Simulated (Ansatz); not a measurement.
# ZnO: geometry relaxation (part 2 of 3)

The same run, continued: ZnO (slab, 12 atoms in the cell); DFT PBE-D3(BJ), scalar-relativistic, plane waves, PAW, PAW set soft_1, no spin polarisation (Ansatz 0.2.0); cutoff 420 eV, 2×2×1 k-mesh, Fermi–Dirac smearing of 0.02 eV. The structure derives from an entry of the Crystallography Open Database. The run did not end well. The input holds or restrains some coordinates. Forces given for the steps count only the free coordinates. It belongs to a series of runs on one base structure; here: start relaxed.

Geometry of the input (Å; fractional positions):
```
5.5339  0.0000  0.0000
-2.7670  5.3469  0.0000
0.0000  0.0000  17.3926
Zn 0.3333  0.0000  0.0575
Zn 0.4390  0.5446  0.1013
O  0.1597  0.6527  0.0909
O  0.2654  0.1974  0.1347
Zn 0.8780  0.0893  0.1451
Zn 0.9836  0.6339  0.1890
O  0.7043  0.7420  0.1786
O  0.8100  0.2866  0.2224
Zn 0.4226  0.1785  0.2328
Zn 0.5282  0.7232  0.2766
O  0.2490  0.8313  0.2662
O  0.3546  0.3759  0.3101
```

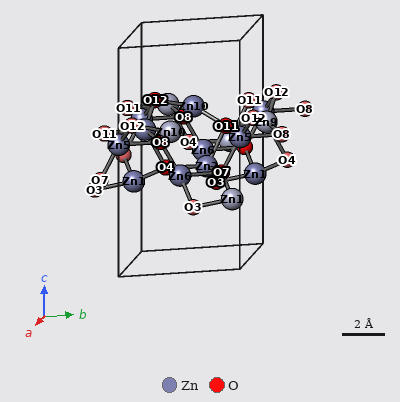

Figure 1. The geometry at step 24 of the log (ball-and-stick view of the cell of the calculation, with the vacuum cut short, seen slightly off an axis; neighbours outside the cell are drawn fainter; atoms are numbered from 1 in the order of the input).

### Output, continued
```
relax step  13: F+E_penalty+E_count = -23317.73297821 eV  Δ(F+E_penalty+E_count) = -8.505e-2 eV  max|allowed force component| = 3.230e-1 eV/Å  Δτ_max = 0.1949 Å  (7 SCF iters, dr2 threshold 6.75e-5 eV, accepted)
preconditioner: auto → Resta (q_TF=auto, 2.103 Å⁻¹)  ε∞=3.3  [insulator: Δε(μ)=1.289 eV  Ē_g=11.206 eV  σ=0.020 eV  W_gap=1.00  n_scr=68 (ndim 8)  ℏωp=17.0 eV  f_vac=0.657  D(μ)=0.00/eV (n_scr^D=0)  ε∞_Penn≈3.3  vacuum switching on, ρ_ref=9.1e-3 e/Å³]
relax step  14: F+E_penalty+E_count = -23317.80582517 eV  Δ(F+E_penalty+E_count) = -7.285e-2 eV  max|allowed force component| = 1.473e-1 eV/Å  Δτ_max = 0.2000 Å  (7 SCF iters, dr2 threshold 1.00e-4 eV, accepted)
preconditioner: auto → Resta (q_TF=auto, 2.103 Å⁻¹)  ε∞=3.3  [insulator: Δε(μ)=1.159 eV  Ē_g=11.172 eV  σ=0.020 eV  W_gap=1.00  n_scr=68 (ndim 8)  ℏωp=17.0 eV  f_vac=0.659  D(μ)=0.00/eV (n_scr^D=0)  ε∞_Penn≈3.3  vacuum switching on, ρ_ref=9.1e-3 e/Å³]
relax step  15: F+E_penalty+E_count = -23317.83592263 eV  Δ(F+E_penalty+E_count) = -3.010e-2 eV  max|allowed force component| = 1.897e-1 eV/Å  Δτ_max = 0.1997 Å  (9 SCF iters, accepted)
preconditioner: auto → Resta (q_TF=auto, 2.103 Å⁻¹)  ε∞=3.3  [insulator: Δε(μ)=1.293 eV  Ē_g=11.254 eV  σ=0.020 eV  W_gap=1.00  n_scr=68 (ndim 8)  ℏωp=17.0 eV  f_vac=0.663  D(μ)=0.00/eV (n_scr^D=0)  ε∞_Penn≈3.3  vacuum switching on, ρ_ref=9.2e-3 e/Å³]
relax step  16: F+E_penalty+E_count = -23317.86991738 eV  Δ(F+E_penalty+E_count) = -3.399e-2 eV  max|allowed force component| = 1.766e-1 eV/Å  Δτ_max = 0.1937 Å  (7 SCF iters, dr2 threshold 7.48e-6 eV, accepted)
preconditioner: auto → Resta (q_TF=auto, 2.103 Å⁻¹)  ε∞=3.3  [insulator: Δε(μ)=1.385 eV  Ē_g=11.266 eV  σ=0.020 eV  W_gap=1.00  n_scr=68 (ndim 8)  ℏωp=17.0 eV  f_vac=0.666  D(μ)=0.00/eV (n_scr^D=0)  ε∞_Penn≈3.3  vacuum switching on, ρ_ref=9.2e-3 e/Å³]
relax step  17: F+E_penalty+E_count = -23317.93123659 eV  Δ(F+E_penalty+E_count) = -6.132e-2 eV  max|allowed force component| = 3.139e-1 eV/Å  Δτ_max = 0.1950 Å  (6 SCF iters, dr2 threshold 2.70e-5 eV, accepted)
preconditioner: auto → Resta (q_TF=auto, 2.103 Å⁻¹)  ε∞=3.3  [insulator: Δε(μ)=1.585 eV  Ē_g=11.261 eV  σ=0.020 eV  W_gap=1.00  n_scr=68 (ndim 8)  ℏωp=17.0 eV  f_vac=0.667  D(μ)=0.00/eV (n_scr^D=0)  ε∞_Penn≈3.3  vacuum switching on, ρ_ref=9.2e-3 e/Å³]
relax step  18: F+E_penalty+E_count = -23318.02899464 eV  Δ(F+E_penalty+E_count) = -9.776e-2 eV  max|allowed force component| = 4.086e-1 eV/Å  Δτ_max = 0.1958 Å  (6 SCF iters, dr2 threshold 8.54e-5 eV, accepted)
preconditioner: auto → Resta (q_TF=auto, 2.103 Å⁻¹)  ε∞=3.3  [insulator: Δε(μ)=1.764 eV  Ē_g=11.258 eV  σ=0.020 eV  W_gap=1.00  n_scr=68 (ndim 8)  ℏωp=17.0 eV  f_vac=0.669  D(μ)=0.00/eV (n_scr^D=0)  ε∞_Penn≈3.3  vacuum switching on, ρ_ref=9.2e-3 e/Å³]
relax step  19: F+E_penalty+E_count = -23318.17205100 eV  Δ(F+E_penalty+E_count) = -1.431e-1 eV  max|allowed force component| = 3.491e-1 eV/Å  Δτ_max = 0.1960 Å  (6 SCF iters, dr2 threshold 1.00e-4 eV, accepted)
preconditioner: auto → Resta (q_TF=auto, 2.103 Å⁻¹)  ε∞=3.3  [insulator: Δε(μ)=1.787 eV  Ē_g=11.240 eV  σ=0.020 eV  W_gap=1.00  n_scr=68 (ndim 8)  ℏωp=17.0 eV  f_vac=0.671  D(μ)=0.00/eV (n_scr^D=0)  ε∞_Penn≈3.3  vacuum switching on, ρ_ref=9.2e-3 e/Å³]
relax step  20: F+E_penalty+E_count = -23318.27369078 eV  Δ(F+E_penalty+E_count) = -1.016e-1 eV  max|allowed force component| = 3.208e-1 eV/Å  Δτ_max = 0.1950 Å  (6 SCF iters, dr2 threshold 8.90e-5 eV, accepted)
preconditioner: auto → Resta (q_TF=auto, 2.103 Å⁻¹)  ε∞=3.3  [insulator: Δε(μ)=1.758 eV  Ē_g=11.166 eV  σ=0.020 eV  W_gap=1.00  n_scr=68 (ndim 8)  ℏωp=17.0 eV  f_vac=0.669  D(μ)=0.00/eV (n_scr^D=0)  ε∞_Penn≈3.3  vacuum switching on, ρ_ref=9.0e-3 e/Å³]
  greatest PAW one-centre occupation: 0.989 electrons in one spin orbital (limit 2), on the Zn atom at site 0 (counted from 0), in its partial waves of l = 2
relax step  21: F+E_penalty+E_count = -23318.37120453 eV  Δ(F+E_penalty+E_count) = -9.751e-2 eV  max|allowed force component| = 3.179e-1 eV/Å  Δτ_max = 0.2000 Å  (7 SCF iters, dr2 threshold 7.51e-5 eV, accepted)
preconditioner: auto → Resta (q_TF=auto, 2.103 Å⁻¹)  ε∞=3.3  [insulator: Δε(μ)=1.710 eV  Ē_g=11.154 eV  σ=0.020 eV  W_gap=1.00  n_scr=68 (ndim 8)  ℏωp=17.0 eV  f_vac=0.669  D(μ)=0.00/eV (n_scr^D=0)  ε∞_Penn≈3.3  vacuum switching on, ρ_ref=9.0e-3 e/Å³]
relax step  22: F+E_penalty+E_count = -23318.52523977 eV  Δ(F+E_penalty+E_count) = -1.540e-1 eV  max|allowed force component| = 3.568e-1 eV/Å  Δτ_max = 0.1926 Å  (6 SCF iters, dr2 threshold 8.53e-5 eV, accepted)
preconditioner: auto → Resta (q_TF=auto, 2.103 Å⁻¹)  ε∞=3.3  [insulator: Δε(μ)=1.638 eV  Ē_g=11.108 eV  σ=0.020 eV  W_gap=1.00  n_scr=68 (ndim 8)  ℏωp=17.0 eV  f_vac=0.666  D(μ)=0.00/eV (n_scr^D=0)  ε∞_Penn≈3.3  vacuum switching on, ρ_ref=8.9e-3 e/Å³]
  greatest PAW one-centre occupation: 0.990 electrons in one spin orbital (limit 2), on the Zn atom at site 5 (counted from 0), in its partial waves of l = 2
relax step  23: F+E_penalty+E_count = -23318.80247499 eV  Δ(F+E_penalty+E_count) = -2.772e-1 eV  max|allowed force component| = 6.409e-1 eV/Å  Δτ_max = 0.1921 Å  (6 SCF iters, dr2 threshold 1.00e-4 eV, accepted)
preconditioner: auto → Resta (q_TF=auto, 2.103 Å⁻¹)  ε∞=3.4  [insulator: Δε(μ)=1.594 eV  Ē_g=11.089 eV  σ=0.020 eV  W_gap=1.00  n_scr=68 (ndim 8)  ℏωp=17.0 eV  f_vac=0.665  D(μ)=0.00/eV (n_scr^D=0)  ε∞_Penn≈3.4  vacuum switching on, ρ_ref=8.9e-3 e/Å³]
[...]
SCF iter   5: F=—  HF=-23319.054562 eV  |F-HF|=—  |Δ(HF+E_count)|=   3.61e-4  Δρ=4.11e-4  dr2=6.11e-4  ethr=1.12e-6  ⟨swp⟩=2.0  Hψ=494  notcnv=0  defer=24
SCF iter   6: F=—  HF=-23319.054446 eV  |F-HF|=—  |Δ(HF+E_count)|=   1.16e-4  Δρ=6.46e-5  dr2=1.23e-5  ethr=5.65e-7  ⟨swp⟩=2.0  Hψ=452  notcnv=0  defer=24
SCF iter   7: F=-23319.054451 eV  HF=-23319.054454 eV  |F-HF|=3.21e-6  |Δ(HF+E_count)|=   8.57e-6  Δρ=4.12e-5  dr2=6.80e-6  ethr=1.14e-8  ⟨swp⟩=4.0  Hψ=904  notcnv=0
SCF 24 converged in 7 iterations: F = -23319.054451 eV  dr2 = 6.80e-6
  greatest PAW one-centre occupation: 0.989 electrons in one spin orbital (limit 2), on the Zn atom at site 5 (counted from 0), in its partial waves of l = 2
relax step  24: F+E_penalty+E_count = -23319.05445125 eV  Δ(F+E_penalty+E_count) = -2.520e-1 eV  max|allowed force component| = 3.932e-1 eV/Å  Δτ_max = 0.1947 Å  (7 SCF iters, dr2 threshold 1.00e-4 eV, accepted)
iter 1 solved again at ethr=3.75e-4 eV; its pass at ethr=3.10e-3 eV (dr2=4.06e-1 eV) is discarded
SCF iter   1: F=—  HF=-23319.246854 eV  |F-HF|=—  |Δ(HF+E_count)|=         —  Δρ=9.47e-3  dr2=4.03e-1  ethr=3.75e-4  ⟨swp⟩=1.2  Hψ=1117  notcnv=0  defer=22
preconditioner: auto → Resta (q_TF=auto, 2.103 Å⁻¹)  ε∞=3.3  [insulator: Δε(μ)=1.583 eV  Ē_g=11.163 eV  σ=0.020 eV  W_gap=1.00  n_scr=68 (ndim 8)  ℏωp=17.0 eV  f_vac=0.667  D(μ)=0.00/eV (n_scr^D=0)  ε∞_Penn≈3.3  vacuum switching on, ρ_ref=9.0e-3 e/Å³]
SCF iter   2: F=—  HF=-23319.150846 eV  |F-HF|=—  |Δ(HF+E_count)|=   9.60e-2  Δρ=4.93e-3  dr2=1.03e-1  ethr=3.73e-4  ⟨swp⟩=2.5  Hψ=436  notcnv=0  defer=22
SCF iter   3: F=—  HF=-23319.134598 eV  |F-HF|=—  |Δ(HF+E_count)|=   1.62e-2  Δρ=3.03e-3  dr2=4.05e-2  ethr=9.52e-5  ⟨swp⟩=2.5  Hψ=483  notcnv=0  defer=24
SCF iter   4: F=—  HF=-23319.127586 eV  |F-HF|=—  |Δ(HF+E_count)|=   7.01e-3  Δρ=6.97e-4  dr2=1.96e-3  ethr=3.75e-5  ⟨swp⟩=2.5  Hψ=437  notcnv=0  defer=24
SCF iter   5: F=—  HF=-23319.127612 eV  |F-HF|=—  |Δ(HF+E_count)|=   2.63e-5  Δρ=3.40e-4  dr2=4.59e-4  ethr=1.82e-6  ⟨swp⟩=2.0  Hψ=490  notcnv=0  defer=24
SCF iter   6: F=—  HF=-23319.127612 eV  |F-HF|=—  |Δ(HF+E_count)|=   3.51e-7  Δρ=9.06e-5  dr2=3.04e-5  ethr=4.25e-7  ⟨swp⟩=2.0  Hψ=468  notcnv=0  defer=24
SCF iter   7: F=—  HF=-23319.127781 eV  |F-HF|=—  |Δ(HF+E_count)|=   1.69e-4  Δρ=5.22e-5  dr2=1.16e-5  ethr=2.81e-8  ⟨swp⟩=2.0  Hψ=455  notcnv=0  defer=24
SCF iter   8: F=—  HF=-23319.127783 eV  |F-HF|=—  |Δ(HF+E_count)|=   1.37e-6  Δρ=1.62e-5  dr2=1.04e-6  ethr=1.07e-8  ⟨swp⟩=2.0  Hψ=294  notcnv=0  defer=24
SCF iter   9: F=—  HF=-23319.127783 eV  |F-HF|=—  |Δ(HF+E_count)|=   5.75e-7  Δρ=8.09e-6  dr2=2.68e-7  ethr=9.66e-10  ⟨swp⟩=2.0  Hψ=432  notcnv=0  defer=24
SCF iter  10: F=-23319.127783 eV  HF=-23319.127783 eV  |F-HF|=6.30e-9  |Δ(HF+E_count)|=   8.02e-9  Δρ=1.48e-6  dr2=1.04e-8  ethr=9.26e-11  ⟨swp⟩=5.0  Hψ=1117  notcnv=0
SCF 25 converged in 10 iterations: F = -23319.127783 eV  dr2 = 1.04e-8
  greatest PAW one-centre occupation: 0.989 electrons in one spin orbital (limit 2), on the Zn atom at site 1 (counted from 0), in its partial waves of l = 2
relax step  25: F+E_penalty+E_count = -23319.12778346 eV  Δ(F+E_penalty+E_count) = -7.333e-2 eV  max|allowed force component| = 4.645e-1 eV/Å  Δτ_max = 0.1901 Å  (10 SCF iters, accepted)
Step failed. What follows is not a result of the run: it is the report of the last solve that finished, which converged after 10 SCF iterations.
Free energy (F): -23319.127783 eV
Harris-Foulkes:  -23319.127783 eV  (|F-HF|=6.30e-9)
Internal energy: -23319.127783 eV  (E = F + TS)
E sigma→0 (E₀):  -23319.127783 eV
Fermi energy:    -1.408793 eV
--- Per-component energies (eV) ---
  E_band       = -817.561742
  E_kinetic    = 1883.049313
  E_local      = -69808.321744  (includes V_loc(G=0)·N_el)
  E_nonlocal   = 5258.252855
  E_hartree    = 32743.555465
  E_xc         = -892.723795
  E_vxc        = -844.197751  (∫ρ·V_xc dr)
  E_paw        = -12371.526816  (= ΣΔE_a)
  E_vpaw       = -2793.452501  (= ΣTr[D̂ρ^β])
  E_aug_tail   = 0.003048  (compensation charges beyond the density's cutoff)
  E_ewald      = 19870.131216
  E_disp       = -1.547326  (pairwise vdW)
  E_smearing   = -0.000000  (= −TS)
  E_closure    = 0.000000  (closes the sum)
  Σ components = -23319.127783   (vs F -23319.127783, Δ=0.00e0)
--- Forces (eV/Å), atoms counted from 1 ---
  atom   1  Zn     0.07439899     0.20395936     0.05297583
  atom   2  Zn     0.34637221    -0.02297457    -0.04633294
  atom   3  O     -0.01875559    -0.23353020    -0.03573572
  atom   4  O     -0.19156689     0.14728530     0.12442386
  atom   5  Zn     0.35177333     0.22436546     0.18808336
  atom   6  Zn     0.28641795    -0.08000551     0.02659352
  atom   7  O     -0.38764208    -0.19450558     0.12466699
  atom   8  O     -0.46453610    -0.06399025    -0.29964984
  atom   9  Zn     0.43486496     0.08799522    -0.06905768
  atom  10  Zn     0.05960226     0.28074609     0.03933892
  atom  11  O     -0.43034802    -0.00121243    -0.08670822
  atom  12  O     -0.06055758    -0.34817148    -0.01859025
  max |Σ_I F_I| component: 3.86e-5 eV/Å
End of that report.
Error: geometry relaxation did not converge after 25 steps: max|allowed force component| = 4.65e-1 eV/Å (threshold 8.0e-2). Raise `relax.max_steps` over both its present limit and 25, loosen `relax.f_tol`, or start from a geometry closer to equilibrium. Where this run's directory can be resumed (`checkpoint.write`), a resume goes on for up to `relax.max_steps` more
```

### Trajectory as extended XYZ (Å, eV, eV/Å), 25 frames, from step=1 to step=25
```
12
Lattice="5.5339 0.0000 0.0000 -2.7670 5.3469 0.0000 0.0000 0.0000 17.3926" Properties=species:S:1:pos:R:3:forces:R:3 step=1 energy=-23314.78260
Zn    1.8446    0.0000    1.0000    0.0725  -0.8853   0.7508
Zn    0.9223    2.9121    1.7623   -0.7469   0.2574   0.6195
O    -0.9223    3.4901    1.5813    0.6190   0.6297  -1.4930
O     0.9223    1.0553    2.3436    0.0636   0.1591  -1.8138
Zn    4.6116    0.4773    2.5245   -0.6347   0.6035   1.3794
Zn    3.6893    3.3894    3.2868    0.8144  -0.4255   1.3305
O     1.8446    3.9674    3.1058    0.0323   0.3895  -1.2113
O     3.6893    1.5326    3.8681    0.1274  -0.5499  -1.4844
Zn    1.8446    0.9546    4.0491    0.0497   0.0211   2.3683
Zn    0.9223    3.8667    4.8113   -1.5680  -1.4562   0.8278
O    -0.9223    4.4447    4.6304    0.5976   0.2857  -0.4395
O     0.9223    2.0099    5.3926    0.5736   0.9716  -0.8340
12
Lattice="5.5339 0.0000 0.0000 -2.7670 5.3469 0.0000 0.0000 0.0000 17.3926" Properties=species:S:1:pos:R:3:forces:R:3 step=2 energy=-23315.41932
Zn    1.8446    0.0000    1.0000   -0.1183  -0.5902   0.7844
Zn    0.8312    2.9569    1.7556   -0.4331   0.1751   0.5413
O    -0.9948    3.4932    1.4667    0.4988   0.4783  -1.1206
O     0.9032    1.0919    2.2890    0.0936   0.0907  -1.6076
Zn    4.5867    0.5233    2.5291   -0.4165   0.3438   1.0884
Zn    3.6746    3.4064    3.2420    0.4422  -0.3061   1.0974
O     1.8126    4.0042    3.0515   -0.0315   0.2786  -1.0034
O     3.6047    1.5501    3.7792    0.1413  -0.3086  -1.1879
Zn    1.7701    0.9984    4.0805    0.0081   0.0704   1.9170
Zn    0.8102    3.8466    4.7483   -1.1111  -1.1423   0.7538
O    -0.9826    4.4837    4.5806    0.4320   0.1908  -0.5178
O     0.8985    2.0693    5.4018    0.4945   0.7191  -0.7436
12
Lattice="5.5339 0.0000 0.0000 -2.7670 5.3469 0.0000 0.0000 0.0000 17.3926" Properties=species:S:1:pos:R:3:forces:R:3 step=3 energy=-23316.40108
Zn    1.8446    0.0000    1.0000   -0.2317  -0.5689   0.6485
Zn    0.7524    3.0279    1.8064   -0.2429  -0.1135   0.0287
O    -1.0143    3.5221    1.2805    0.3776   0.1704  -0.5244
O     0.9445    1.1395    2.1270   -0.3996   0.3101  -0.5786
Zn    4.6343    0.5551    2.6254    0.6020  -0.2742   0.1064
Zn    3.7016    3.4074    3.2272   -0.2988  -0.1445   0.0448
O     1.8096    4.0379    2.9826    0.2659   0.1510  -0.3252
O     3.5354    1.5692    3.5984   -0.5268   0.2244  -0.1894
Zn    1.7371    1.0455    4.2036    0.5920  -0.5280   0.3465
Zn    0.6817    3.7357    4.7339   -0.5326   0.4092   0.0042
O    -0.9806    4.5152    4.4649    0.2115   0.5522  -0.1954
O     0.9704    2.1359    5.4038    0.1840  -0.1875   0.6348
12
Lattice="5.5339 0.0000 0.0000 -2.7670 5.3469 0.0000 0.0000 0.0000 17.3926" Properties=species:S:1:pos:R:3:forces:R:3 step=4 energy=-23316.83016
Zn    1.8446    0.0000    1.0000   -0.3489  -0.2057   0.5751
Zn    0.7025    3.0642    1.7850    0.0770   0.0755  -0.0806
O    -0.9868    3.5440    1.0893    0.2705   0.0254  -0.1891
O     0.9108    1.1962    1.9855   -0.2614   0.1517  -0.2968
Zn    4.7356    0.5538    2.6764   -0.1222   0.4688   0.2295
Zn    3.6799    3.4274    3.1503   -0.0654   0.0005  -0.0017
O     1.8374    4.0583    2.9032   -0.1771  -0.1526  -0.0438
O     3.4462    1.6073    3.4309    0.2276  -0.3968  -0.3541
Zn    1.7845    1.0542    4.3166    0.3136   0.6774   0.3160
Zn    0.6129    3.7385    4.7389    0.1302  -0.8173   0.4255
O    -0.9715    4.5764    4.3688   -0.0330  -0.5148  -0.3522
O     1.0814    2.1853    5.5412   -0.0111   0.6880  -0.2256
12
Lattice="5.5339 0.0000 0.0000 -2.7670 5.3469 0.0000 0.0000 0.0000 17.3926" Properties=species:S:1:pos:R:3:forces:R:3 step=5 energy=-23317.07173
Zn    1.8446    0.0000    1.0000   -0.3829  -0.2861   0.4522
Zn    0.7129    3.0937    1.6862    0.0721   0.0667  -0.1554
O    -0.9348    3.5481    0.8962    0.2453   0.2236  -0.0269
O     0.9190    1.2318    1.9235   -0.1491   0.1286  -0.2861
Zn    4.7847    0.5723    2.6439   -0.1119   0.2345   0.1718
Zn    3.6854    3.4563    3.0349   -0.0525   0.0592  -0.0346
O     1.8486    4.0681    2.8062   -0.0246  -0.0688   0.0188
O     3.4817    1.6393    3.3292    0.2138  -0.2618  -0.1789
Zn    1.9194    1.0960    4.3531    0.2229   0.3342   0.1242
Zn    0.5881    3.6472    4.7035   -0.0902  -0.3753   0.2543
O    -0.8831    4.6078    4.1963    0.0546  -0.5206  -0.2988
O     1.1472    2.1881    5.5626    0.0027   0.4672  -0.0375
12
Lattice="5.5339 0.0000 0.0000 -2.7670 5.3469 0.0000 0.0000 0.0000 17.3926" Properties=species:S:1:pos:R:3:forces:R:3 step=6 energy=-23317.24913
Zn    1.8446    0.0000    1.0000   -0.4626   0.2159   0.3588
Zn    0.7585    3.1503    1.5674    0.2608   0.0268  -0.0175
O    -0.8391    3.5995    0.7349   -0.0123  -0.0899  -0.0808
O     0.8953    1.2873    1.7899   -0.0994  -0.0745  -0.0861
Zn    4.8563    0.5767    2.6653    0.1546  -0.0108  -0.1208
Zn    3.6938    3.4576    2.9343   -0.0790  -0.0588  -0.1625
O     1.8829    4.0654    2.7432    0.0310   0.0067   0.0069
O     3.5289    1.6423    3.2587   -0.1399  -0.1138   0.2141
Zn    2.0644    1.1077    4.4316    0.0461   0.0262  -0.0174
Zn    0.5282    3.5393    4.7130   -0.0988  -0.1614   0.0991
O    -0.7954    4.5911    4.0260    0.2481   0.2053   0.1564
O     1.2334    2.2037    5.6414    0.1505   0.0285  -0.3498
12
Lattice="5.5339 0.0000 0.0000 -2.7670 5.3469 0.0000 0.0000 0.0000 17.3926" Properties=species:S:1:pos:R:3:forces:R:3 step=7 energy=-23317.32303
Zn    1.8446    0.0000    1.0000   -0.2047   0.2118  -0.0208
Zn    0.8852    3.2286    1.4339    0.1503   0.0041  -0.0246
O    -0.7457    3.6298    0.6235    0.0173  -0.0335   0.0679
O     0.9388    1.3597    1.6742    0.0250  -0.0029  -0.0447
Zn    4.9475    0.6266    2.5783   -0.0096  -0.0421  -0.0441
Zn    3.8059    3.5070    2.7909   -0.1310  -0.2884  -0.0424
O     1.9995    4.1135    2.6259    0.0629   0.0199  -0.0848
O     3.6337    1.6952    3.1892   -0.0592   0.1143   0.1930
Zn    2.1909    1.1596    4.3494    0.0316  -0.0245  -0.0909
Zn    0.5417    3.5254    4.6342   -0.0321   0.0091   0.0428
O    -0.6703    4.6540    3.8854    0.1477  -0.0063   0.1344
O     1.3356    2.2395    5.5374    0.0003   0.0381  -0.0846
12
Lattice="5.5339 0.0000 0.0000 -2.7670 5.3469 0.0000 0.0000 0.0000 17.3926" Properties=species:S:1:pos:R:3:forces:R:3 step=8 energy=-23317.35527
Zn    1.8446    0.0000    1.0000   -0.0619  -0.0483  -0.1577
Zn    0.9764    3.2580    1.3623   -0.0096   0.0359   0.0042
O    -0.7037    3.6266    0.6317   -0.0099   0.1175   0.1021
O     0.9696    1.3929    1.6249    0.0387  -0.0679   0.0014
Zn    4.9990    0.6349    2.5501   -0.0621  -0.0555   0.0075
Zn    3.8729    3.4748    2.7630   -0.0049   0.0591  -0.0080
O     2.0844    4.1179    2.5606    0.1401   0.1426  -0.0988
O     3.7055    1.6931    3.2270    0.1285  -0.0773   0.0831
Zn    2.2556    1.1472    4.3324   -0.0992  -0.1530   0.0765
Zn    0.5887    3.5033    4.6434   -0.0600   0.0275   0.0364
O    -0.6057    4.6308    3.8916   -0.0144   0.0453  -0.0448
O     1.4149    2.2336    5.5242    0.0126  -0.0252  -0.0011
12
Lattice="5.5339 0.0000 0.0000 -2.7670 5.3469 0.0000 0.0000 0.0000 17.3926" Properties=species:S:1:pos:R:3:forces:R:3 step=9 energy=-23317.41449
Zn    1.8446    0.0000    1.0000   -0.0216  -0.0463  -0.2487
Zn    1.0774    3.3074    1.2939   -0.1219  -0.0100   0.0409
O    -0.6598    3.6265    0.6605    0.0584   0.1040   0.0835
O     1.0306    1.4420    1.5878    0.1402  -0.0777  -0.0069
Zn    5.0730    0.6780    2.5429   -0.1271  -0.0285   0.0713
Zn    3.9705    3.4640    2.7366   -0.0572  -0.0280   0.0190
O     2.2291    4.1676    2.4317    0.1359   0.1170  -0.1479
O     3.8482    1.7175    3.3614    0.1976   0.0713   0.0951
Zn    2.3479    1.1312    4.3685   -0.1273  -0.1453   0.0826
Zn    0.6160    3.4622    4.6815   -0.1529   0.0776  -0.0099
O    -0.5014    4.6270    3.8767    0.0335   0.0357  -0.0204
O     1.4632    2.2033    5.5438    0.0423  -0.0697   0.0414
```
